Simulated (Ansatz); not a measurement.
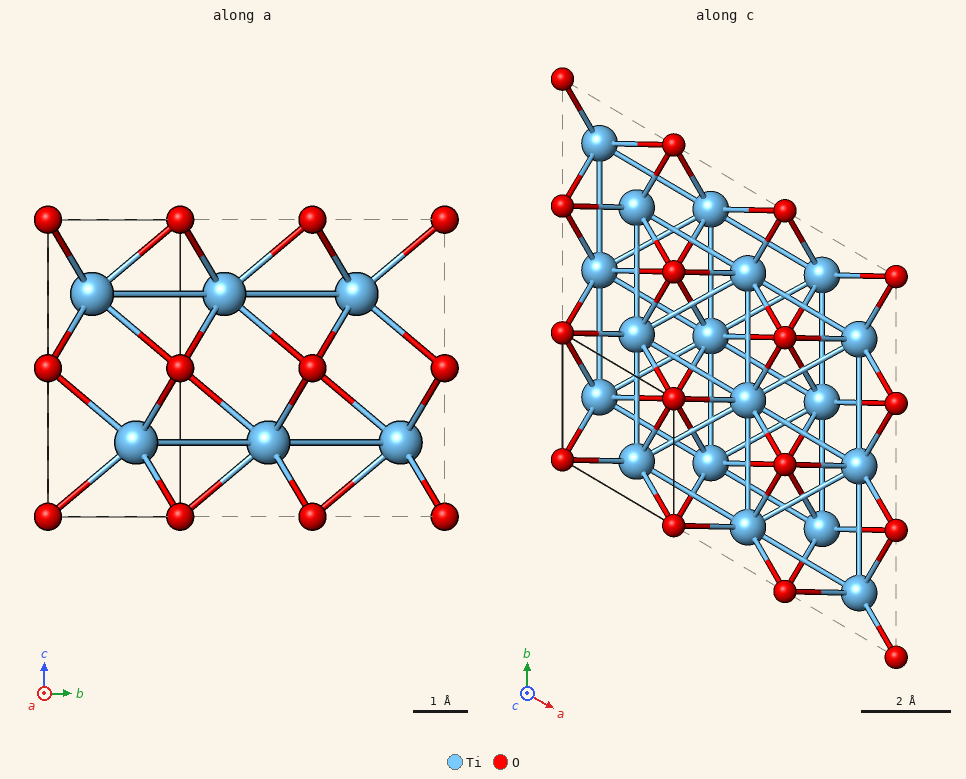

We look at a ball-and-stick model of the crystal along the a axis and along the c axis. A block of 3×3×1 cells is shown, with one simulation cell in solid outline.

The run was set up as follows:
```yaml
crystal:
  lattice:
    - [2.9350083178, 0.0, 0.0]
    - [-1.4675041589, 2.4797968425, 0.0]
    - [0.0, 0.0, 5.5705398661]
  atoms:
    - { symbol: Ti, position: [0.3333333333, 0.6666666667, 0.25] }
    - { symbol: Ti, position: [0.6666666667, 0.3333333333, 0.75] }
    - { symbol: O, position: [0.0, 0.0, 0.0] }
    - { symbol: O, position: [0.0, 0.0, 0.5] }
basis:
  ecutwfc: 500
kpoints:
  mp_grid: { grid: [12, 12, 6] }
hamiltonian:
  xc: r2scan
  hubbard: { sites: [{ species: Ti, l: d, u_eff: 4.0 }] }
scf:
  occupations: { method: gaussian, width: 0.03 }
output:
  forces: true
  stress: true
  eigenvalues: true
```
Run as:
```sh
ansatz run input.yaml --threads 1 --pin off --max-ram 2560MiB --backend cpu --events-out ev --progress --plain --runs-dir out
```

Theory: Ansatz 0.2.0, DFT r2SCAN+U, scalar-relativistic, plane waves, PAW. Numerical settings: plane-wave cutoff 500 eV, k-grid 12×12×6, Gaussian smearing of 0.03 eV, U_eff = 4.00 eV on Ti d, no spin polarisation.

### Is it conducting or gapped at this level?

A metal: bands cross the Fermi level.

### What is the computed pressure?

The computed pressure is -4.9 GPa (stretched: it would shrink). The stress isn't hydrostatic: its largest component is 9.6 GPa.

It goes back to a structure listed in the Materials Project. The cell was then strained or its atoms displaced on purpose. It went into a calculation with Ansatz.

At this level of theory the run's own cell isn't at rest (stretched, at -5 GPa), so its distances can differ from those at equilibrium, the more so the softer the solid.
